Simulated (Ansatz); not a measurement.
**Geometry relaxation, with input and output: Ru (part 2 of 2)**

Continued. System: Ru (slab, 9 atoms in the cell). Method: DFT PBE, scalar-relativistic, plane waves, PAW, no spin polarisation (Ansatz 0.2.0); cutoff 420 eV, 6×6×1 k-mesh, Gaussian smearing of 0.1 eV. The structure derives from an entry of the Crystallography Open Database. The input holds or restrains some coordinates. Forces given for the steps count only the free coordinates.

Geometry of the input (Å; fractional positions):
```
4.7112  0.0000  0.0000
-2.3556  4.0800  0.0000
0.0000  0.0000  21.2968
Ru 0.3333  0.3333  0.3991
Ru 0.6667  0.0000  0.3991
Ru -0.0000  0.6667  0.3991
Ru 0.6667  0.6667  0.5000
Ru -0.0000  0.3333  0.5000
Ru 0.3333  0.0000  0.5000
Ru 0.3333  0.3333  0.6009
Ru 0.6667  0.0000  0.6009
Ru -0.0000  0.6667  0.6009
```

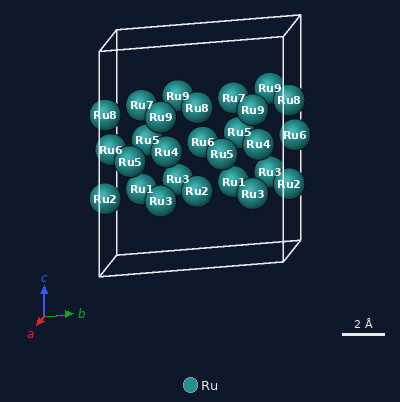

**Figure 1.** The geometry at step 3 of the log (spheres-only view of the 1 × 2 repeat of the cell, with the vacuum cut short, seen slightly off an axis; atoms are numbered from 1 in the order of the input).

```
WARN: The input density's exchange-correlation potential varies sharply where the density is thin. Do not read a vacuum level from v_tot or v_xc, or from such a field of the output density. On a cell that repeats whose density bears no net charge and no dipole along the vacuum's axis use v_es (v_loc + v_h of the components); under efield.dipole_correction with no amplitude use v_es + v_field, which holds any external_charges[].barrier, or the levels of the report's work_function block, which leave it out; under a non-zero efield.amplitude the vacuum is tilted and has no level; on a cell that repeats and bears such a dipole with no correction it is tilted too, and efield.dipole_correction with no amplitude gives each side of its ramp a level where efield: is served; in a cell that repeats whose density bears a net charge (total_charge, or a fill off its count) it is curved and has none; of a slab under crystal.periodic whose density bears no net charge use v_es, which has a level on each side, short of where the two are joined; of another it falls or rises all the way out and has none; of a slab beside external_charges read slab_vacuum_level instead, which it has where they leave it neutral. The grid or the basis barely resolves most such structure, and the values can differ between equally converged runs; as a rule a tighter scf.convergence.dr2_threshold does not remove it. Where the density itself ripples (under the LDA too) a higher basis.ecutwfc lessens it. The files hold the spikes' plane waves up to the density's cutoff. Files: v_tot and the like, and their columns of v_z.tsv (output.write_potential); v_xc and the like, and their columns of v_comp_z.tsv (output.write_potential_components); where files of the output density stand in their place, no point of their own thin density is over the threshold below, and this is of outcome.potential() and, of a run that writes arrays (npy), the arrays of these names. Measured: with its Gaussian average of σ = 0.25 Å subtracted twice, the exchange-correlation potential is over 0.1 eV at 3 of the grid points where the equally averaged density (valence and model cores) is under 1e-3 e/Å³, and 0.111 eV at the most among them, at an averaged density of 5.5e-7 e/Å³. See output.write_potential in the manual, Limitations
SCF converged after 7 iterations
Free energy (F): -52902.114591 eV
Harris-Foulkes:  -52902.114591 eV  (|F-HF|=2.81e-8)
Internal energy: -52902.066903 eV  (E = F + TS)
E sigma→0 (E₀):  -52902.090747 eV
Entropy (-TS):   -0.047689 eV (-5.299 meV/atom)
Fermi energy:    3.634758 eV
Dipole field:    D = -0.000025 V/Å  (p = -0.000055 e·Å, saw-weighted, corrected)
Work function:   Φ+ = 4.9592 eV   Φ− = 4.9586 eV
Levels:          The Fermi level and band energies are counted from a zero that moves with the ramp; work functions are not
--- Per-component energies (eV) ---
  E_band       = -3320.394402
  E_kinetic    = 4618.283779
  E_local      = -190089.146492  (includes V_loc(G=0)·N_el)
  E_nonlocal   = 3093.472822
  E_hartree    = 91598.047265
  E_xc         = -1705.876848
  E_vxc        = -2140.401436  (∫ρ·V_xc dr)
  E_paw        = -31148.739349  (= ΣΔE_a)
  E_vpaw       = -1998.707989  (= ΣTr[D̂ρ^β])
  E_aug_tail   = -0.001642  (compensation charges beyond the density's cutoff)
  E_efield     = 0.000000  (sawtooth field / dipole correction)
  E_vefield    = -0.000278  (∫n·V_field dr)
  E_ewald      = 70731.893562
  E_smearing   = -0.047689  (= −TS)
  E_closure    = 0.000000  (closes the sum)
  Σ components = -52902.114591   (vs F -52902.114591, Δ=0.00e0)
--- Forces (eV/Å), atoms counted from 1 ---
  atom   1  Ru    -0.00000000    -0.00000000     0.00100680
  atom   2  Ru    -0.00000000    -0.00000000     0.00100680
  atom   3  Ru    -0.00000000     0.00000000     0.00100680
  atom   4  Ru    -0.00000000    -0.00000000    -0.00044821
  atom   5  Ru    -0.00000000     0.00000000    -0.00044821
  atom   6  Ru    -0.00000000     0.00000000    -0.00044821
  atom   7  Ru    -0.00000000    -0.00000000    -0.00054378
  atom   8  Ru    -0.00000000     0.00000000    -0.00054378
  atom   9  Ru    -0.00000000    -0.00000000    -0.00054378
  max |Σ_I F_I| component: 4.44e-5 eV/Å
--- Band table (eV; the first three rows and the last of 7) ---
  k-point 0: bands = ["-69.7940", "-69.6693", "-69.6693", "-69.1347", "-69.1212", "-69.0231", "-69.0231", "-69.0229", "-69.0229", "-40.0594", "-39.9584", "-39.9584", "-39.8940", "-39.8940", "-39.8351", "-39.8351", "-39.3756", "-39.3756", "-39.2024", "-39.2024", "-39.1997", "-39.1997", "-39.1887", "-39.1592", "-39.1592", "-39.0771", "-39.0771", "-39.0616", "-39.0616", "-38.9736", "-38.9736", "-38.9260", "-38.7106", "-38.7106", "-38.7010", "-38.7010", "-3.6649", "-2.3920", "-1.9629", "-1.6229", "-1.6229", "-0.9602", "-0.9602", "-0.5647", "-0.5647", "-0.4672", "-0.4672", "-0.3816", "-0.3816", "0.6416", "0.6416", "1.0893", "1.0893", "1.1114", "1.1114", "1.2422", "1.3671", "1.4406", "1.4406", "1.4719", "1.4719", "1.5008", "1.5008", "1.5036", "1.5036", "1.7648", "1.7648", "2.6237", "2.6237", "2.8895", "2.8895", "3.2704", "4.1468", "4.1468", "4.1617", "4.1617", "4.2377", "4.2377", "4.2452", "4.2452", "4.7676", "4.7676", "4.7984", "4.7984", "4.8421", "8.2982", "8.6031"]
  k-point 1: bands = ["-69.7843", "-69.6753", "-69.6732", "-69.1259", "-69.1135", "-69.0283", "-69.0277", "-69.0265", "-69.0262", "-40.0445", "-40.0401", "-40.0125", "-39.8517", "-39.8501", "-39.7899", "-39.7716", "-39.4646", "-39.3928", "-39.2916", "-39.2599", "-39.2182", "-39.2040", "-39.1538", "-39.0810", "-39.0763", "-39.0553", "-39.0388", "-39.0020", "-39.0019", "-38.9820", "-38.9806", "-38.9425", "-38.7641", "-38.7601", "-38.7260", "-38.7151", "-3.3417", "-2.1300", "-1.7774", "-1.6592", "-1.6423", "-1.3190", "-1.1421", "-1.1289", "-0.8427", "-0.4001", "-0.2958", "-0.2106", "0.0663", "0.3139", "0.3616", "0.5942", "0.7069", "0.8905", "1.1511", "1.2093", "1.3338", "1.3958", "1.4479", "1.5069", "1.5270", "1.6186", "1.7284", "1.8320", "1.8911", "2.0245", "2.4469", "2.4896", "2.6724", "2.6947", "2.8365", "2.9004", "3.6287", "3.8904", "4.0286", "4.1646", "4.1922", "4.2243", "4.4374", "4.5522", "4.8427", "4.8611", "5.0136", "5.1244", "6.4381", "8.5573", "8.7151"]
  k-point 2: bands = ["-69.7585", "-69.6947", "-69.6801", "-69.1027", "-69.0931", "-69.0456", "-69.0430", "-69.0326", "-69.0316", "-40.1210", "-39.9898", "-39.9822", "-39.8830", "-39.8823", "-39.6589", "-39.6503", "-39.6245", "-39.4467", "-39.3686", "-39.2545", "-39.2319", "-39.1916", "-39.1031", "-39.0481", "-39.0268", "-39.0093", "-39.0067", "-38.9999", "-38.9345", "-38.9212", "-38.9190", "-38.9175", "-38.9057", "-38.8641", "-38.7705", "-38.7589", "-2.5124", "-2.1635", "-2.0829", "-1.5708", "-1.5420", "-1.5132", "-1.3628", "-0.9452", "-0.8958", "-0.5554", "-0.5142", "-0.1724", "-0.1142", "-0.0922", "-0.0066", "0.3038", "0.5646", "0.7900", "1.0568", "1.1780", "1.3296", "1.3344", "1.3880", "1.5978", "1.6033", "1.7130", "1.7298", "1.9282", "2.2710", "2.3975", "2.5948", "2.6746", "2.8418", "2.9888", "3.1263", "3.3755", "3.6417", "3.7930", "4.0172", "4.0940", "4.4636", "4.5605", "4.6935", "4.7069", "4.9777", "5.0049", "5.2807", "5.9246", "6.3965", "7.1464", "7.6574"]
  k-point 6: bands = ["-69.7112", "-69.7112", "-69.7112", "-69.0604", "-69.0604", "-69.0604", "-69.0559", "-69.0559", "-69.0559", "-39.9731", "-39.9731", "-39.9731", "-39.9144", "-39.9144", "-39.9144", "-39.5131", "-39.5131", "-39.5131", "-39.2331", "-39.2331", "-39.2331", "-39.1936", "-39.1936", "-39.1936", "-39.0376", "-39.0376", "-39.0376", "-38.9732", "-38.9732", "-38.9732", "-38.8366", "-38.8366", "-38.8366", "-38.8150", "-38.8150", "-38.8150", "-2.1937", "-2.1937", "-2.1937", "-1.6857", "-1.6857", "-1.6857", "-1.4800", "-1.4800", "-1.4800", "-0.4201", "-0.4201", "-0.4201", "-0.1672", "-0.1672", "-0.1672", "1.1073", "1.1073", "1.1073", "1.1088", "1.1088", "1.1088", "1.3873", "1.3873", "1.3873", "2.4893", "2.4893", "2.4893", "2.6907", "2.6907", "2.6907", "2.8486", "2.8486", "2.8486", "3.9104", "3.9104", "3.9104", "4.0297", "4.0297", "4.0297", "4.1501", "4.1501", "4.1501", "4.4608", "4.4608", "4.4608", "4.7259", "4.7259", "4.7259", "5.1674", "5.1674", "5.1674"]
--- Relaxed structure (4 steps of the walk, 4 accepted, 0 SCFs on fresh bases) ---
  F+E_penalty+E_count = -52902.11459150 eV   max|allowed force component| = 5.438e-4 eV/Å
  atoms:
    - { symbol: Ru, position: [0.33333333333333326, 0.3333333333333333, 0.39912156640000007] }
    - { symbol: Ru, position: [0.6666666666666666, 0.0, 0.39912156640000007] }
    - { symbol: Ru, position: [0.0, 0.6666666666666666, 0.39912156640000007] }
    - { symbol: Ru, position: [0.6666666666666665, 0.6666666666666666, 0.49630780248959866] }
    - { symbol: Ru, position: [0.0, 0.3333333333333333, 0.49630780248959866] }
    - { symbol: Ru, position: [0.3333333333333333, 6.176665648050262e-19, 0.49630780248959866] }
    - { symbol: Ru, position: [0.33333333333333326, 0.3333333333333333, 0.593491894992672] }
    - { symbol: Ru, position: [0.6666666666666666, 1.235691729369259e-18, 0.593491894992672] }
    - { symbol: Ru, position: [0.0, 0.6666666666666666, 0.593491894992672] }
```

### Trajectory as extended XYZ (Å, eV, eV/Å), 4 frames, from step=1 to step=4
```
9
Lattice="4.7112 0.0000 0.0000 -2.3556 4.0800 0.0000 0.0000 0.0000 21.2968" Properties=species:S:1:pos:R:3:forces:R:3 step=1 energy=-52901.88061
Ru    0.7852    1.3600    8.5000    0.0000   0.0000   0.9457
Ru    3.1408    0.0000    8.5000    0.0000   0.0000   0.9457
Ru   -1.5704    2.7200    8.5000    0.0000   0.0000   0.9457
Ru    1.5704    2.7200   10.6484    0.0000   0.0000   0.0000
Ru   -0.7852    1.3600   10.6484    0.0000   0.0000   0.0000
Ru    1.5704    0.0000   10.6484    0.0000   0.0000   0.0000
Ru    0.7852    1.3600   12.7968    0.0000   0.0000  -0.9457
Ru    3.1408    0.0000   12.7968    0.0000   0.0000  -0.9457
Ru   -1.5704    2.7200   12.7968    0.0000   0.0000  -0.9457
9
Lattice="4.7112 0.0000 0.0000 -2.3556 4.0800 0.0000 0.0000 0.0000 21.2968" Properties=species:S:1:pos:R:3:forces:R:3 step=2 energy=-52902.09320
Ru    0.7852    1.3600    8.5000    0.0000   0.0000  -0.1392
Ru    3.1408    0.0000    8.5000    0.0000   0.0000  -0.1392
Ru   -1.5704    2.7200    8.5000    0.0000   0.0000  -0.1392
Ru    1.5704    2.7200   10.5633    0.0000   0.0000  -0.2789
Ru   -0.7852    1.3600   10.5633    0.0000   0.0000  -0.2789
Ru    1.5704    0.0000   10.5633    0.0000   0.0000  -0.2789
Ru    0.7852    1.3600   12.6005    0.0000   0.0000   0.4182
Ru    3.1408    0.0000   12.6005    0.0000   0.0000   0.4182
Ru   -1.5704    2.7200   12.6005    0.0000   0.0000   0.4182
9
Lattice="4.7112 0.0000 0.0000 -2.3556 4.0800 0.0000 0.0000 0.0000 21.2968" Properties=species:S:1:pos:R:3:forces:R:3 step=3 energy=-52902.11424
Ru    0.7852    1.3600    8.5000    0.0000   0.0000   0.0264
Ru    3.1408    0.0000    8.5000    0.0000   0.0000   0.0264
Ru   -1.5704    2.7200    8.5000    0.0000   0.0000   0.0264
Ru    1.5704    2.7200   10.5726    0.0000   0.0000  -0.0668
Ru   -0.7852    1.3600   10.5726    0.0000   0.0000  -0.0668
Ru    1.5704    0.0000   10.5726    0.0000   0.0000  -0.0668
Ru    0.7852    1.3600   12.6384    0.0000   0.0000   0.0407
Ru    3.1408    0.0000   12.6384    0.0000   0.0000   0.0407
Ru   -1.5704    2.7200   12.6384    0.0000   0.0000   0.0407
9
Lattice="4.7112 0.0000 0.0000 -2.3556 4.0800 0.0000 0.0000 0.0000 21.2968" Properties=species:S:1:pos:R:3:forces:R:3 step=4 energy=-52902.11459
Ru    0.7852    1.3600    8.5000    0.0000   0.0000   0.0010
Ru    3.1408    0.0000    8.5000    0.0000   0.0000   0.0010
Ru   -1.5704    2.7200    8.5000    0.0000   0.0000   0.0010
Ru    1.5704    2.7200   10.5698    0.0000   0.0000  -0.0004
Ru   -0.7852    1.3600   10.5698    0.0000   0.0000  -0.0004
Ru    1.5704    0.0000   10.5698    0.0000   0.0000  -0.0004
Ru    0.7852    1.3600   12.6395    0.0000   0.0000  -0.0005
Ru    3.1408    0.0000   12.6395    0.0000   0.0000  -0.0005
Ru   -1.5704    2.7200   12.6395    0.0000   0.0000  -0.0005
```

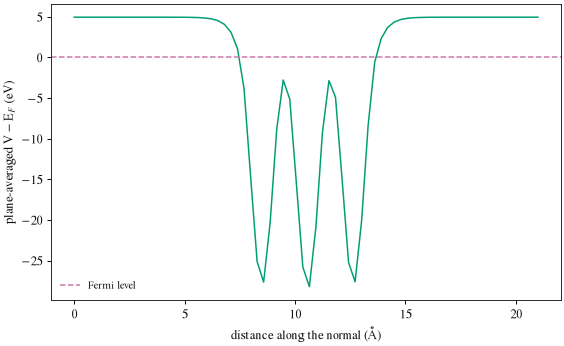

**Figure 2.** Plane average of the electrostatic potential energy of an electron across the cell, from the Fermi level. The vacuum level lies 4.96 eV above the Fermi level.

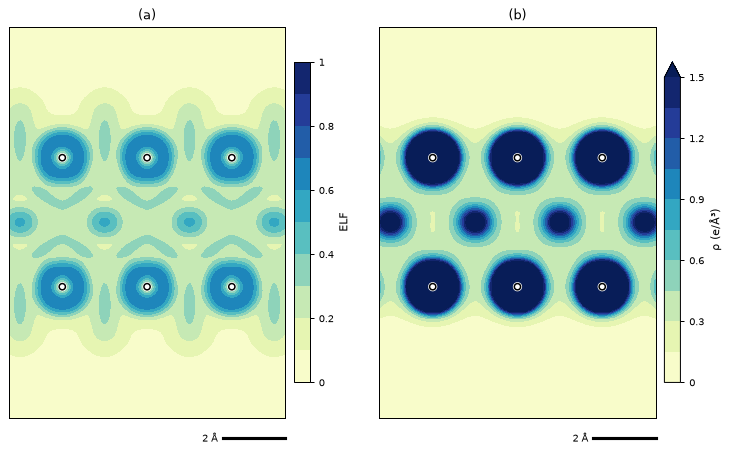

**Figure 3.** (a) electron localisation function; (b) valence charge density (pseudo) on the (110) plane of the calculation cell, a cut from vacuum to vacuum. Circles mark the nuclei in the plane (Ru). Ru–Ru (2.72 Å): ρ is about 0.37 e/Å³ halfway; the ELF is about 0.30 at the midpoint; no shared electron pair. The density dies away to nearly zero in the vacuum. The strong features right at Ru lie inside the PAW spheres (semicore, d or f shells) and say nothing about bonding. Core electrons are frozen (PAW), so the fields are smoothed inside the atomic spheres.

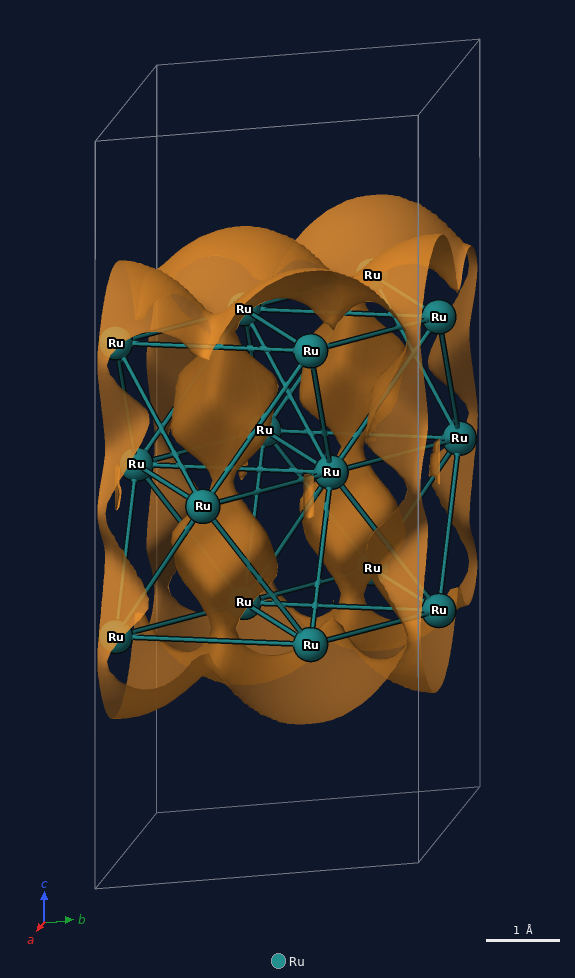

**Figure 4.** Isosurface of the valence pseudo-density at 0.3 e/Å³ (orange), seen slightly off an axis. Sticks mark near contacts. At this value the density is joined into sheets; it holds about 95 % of the electrons treated as valence (semicore included). On the grid the lowest density along these lines, outside the cores, is 0.48 e/Å³ (Ru–Ru, 2.60 Å) and 0.38 e/Å³ (Ru–Ru, 2.72 Å).
